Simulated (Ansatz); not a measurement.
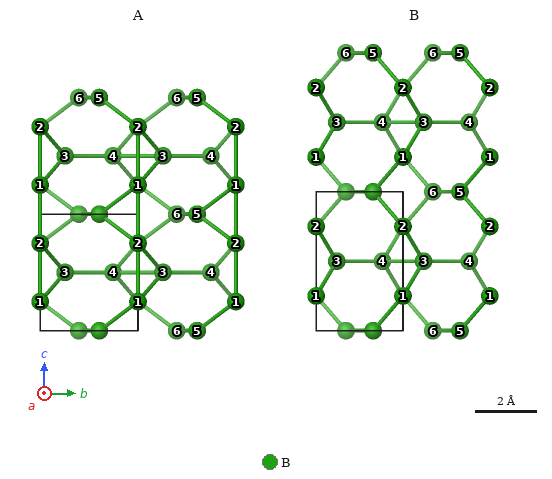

Two geometries of solid B (a generated structure, set up in P4_2/m) (coarse preliminary run), drawn at one scale. One is the start of a relaxation, the other its converged end. Style: ball-and-stick. Shown: the cell of the calculation, repeated 1 × 2 × 2 with one cell outlined, along the a axis.

Level of theory: DFT PBE, scalar-relativistic, plane waves, PAW in Ansatz 0.2.0. Settings: plane-wave cutoff 420 eV; k-point mesh 6 × 6 × 4; occupations gaussian; smearing width 0.1 eV; no spin polarisation; cell and atoms relaxed; force threshold 0.04 eV/Å; at most 70 steps.

Question: Which geometry has the lower energy?

Answer: Structure A is the relaxed one. After 8 accepted moves (11 points after the start) the energy has fallen by 509 meV per atom. Largest force component: 3.6 eV/Å at the start, 0.0042 eV/Å at the end. The pressure goes from 53.77 to 0.03 GPa. The line search rejected the trial step at point 5 of the run. The SCF was repeated twice at an unchanged geometry on a basis and grid sized afresh for the cell, which shifted the energy by 8.6 meV per atom at most. The largest moves relative to the cell, 0.18 Å, are those of B3, B4, B5 and B6. B3 goes along [−3 1 0]. Cell: a = b 2.886 → 3.252 Å (+12.7 %), c 4.619 → 3.875 Å (−16.1 %). Volume +6.5 %. Among the contacts that change: B1–B2 2.309 → 1.937 Å, B3–B5 2.626 → 2.293 Å, B3–B4 1.639 → 1.794 Å, B1–B3 1.668 → 1.810 Å. Bond angles that change, for instance: B1–B3–B2 87.6° → 64.7°, B3–B1–B4 92.4° → 115.3°, B4–B3–B4 115.7° → 134.4°. The space group stays P4_2/m (No. 84). Cost: 45 s on 1 thread of Intel(R) Xeon(R) Processor @ 2.50GHz (Skylake/Cascade Lake), on a shared host, peak memory 0.33 GiB.
